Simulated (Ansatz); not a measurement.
MoS2 (layers cut from the bulk crystal), computed twice by G0W0.

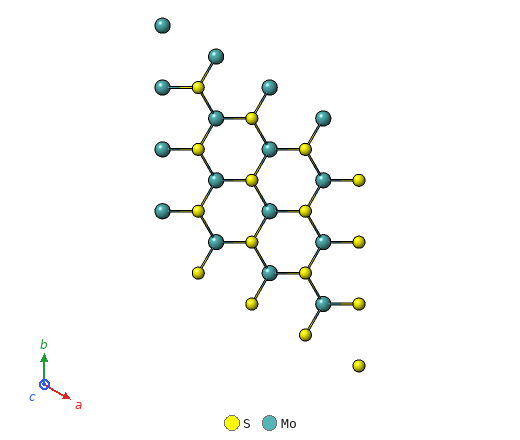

The structure (sulfur yellow, molybdenum teal). Bonds to atoms that aren't drawn are left out. 4×4×1 cells are drawn.

The cell holds 3 atoms: 2 S and 1 Mo. Cell: a = 3.117 Å, b = 3.117 Å, c = 29.500 Å, α = 90.0°, β = 90.0°, γ = 120.0°. It derives from MoS2. Vacuum lies along c.

```xyz
3
Lattice="3.1169 0.0000 0.0000 -1.5585 2.6993 0.0000 0.0000 0.0000 29.5000" Properties=species:S:1:pos:R:3
S     1.9481    0.6748   13.1859
Mo   -1.1688    2.4744   14.7500
S     1.9481    0.6748   16.3141
```

The structure was relaxed with PBEsol-D3(BJ). The runs that relaxed it are not among those shown. PAW set soft_2, made with PBE.

The first (Ansatz 0.2.0; start PBEsol, 9×9×1 mesh, 330 empty bands, screening to 70 eV; 1 × NVIDIA H100 80GB HBM3 (shared by 6 runs) with 3 threads of AMD EPYC 7R13 (Zen 3), shared host) gave, on its mesh: starting gap 1.90 eV, G0W0 gap 2.64 eV, mean of 1 + 4πα/V (set by the cell height) 2.96, 81 s.

The second changes empty bands from 330 to 132 and screening cutoff (eV) from 70.0 to 38. What does it give?

It gave: starting gap 1.90 eV, G0W0 gap 2.60 eV, mean of 1 + 4πα/V (set by the cell height) 2.97, 37 s. The G0W0 gap moves by −0.04 eV, +0.00 eV from the start and −0.04 eV from the correction.

Limits: not at the basis limit; coarse mesh for a sheet; no spin-orbit coupling.

[Paths, hosts, dates, memory and timing lines, banners, echoed tables and standing remarks are left out of the program output.]

[Logs are printed without paths, hosts, clocks, repeated set-up lines and the standing remarks that a program may print on its own settings, such as how far it seeks lower states.]

[Runs of the session that timed out or met a known fault of the program may be left out.]

[Cells called generated may have been cut or substituted from an entry of the Crystallography Open Database or the Materials Project.]

[Hosts, paths, dates, database ids (printed as entryN), source tags and the programs' standing remarks are cut or masked in the printed files.]
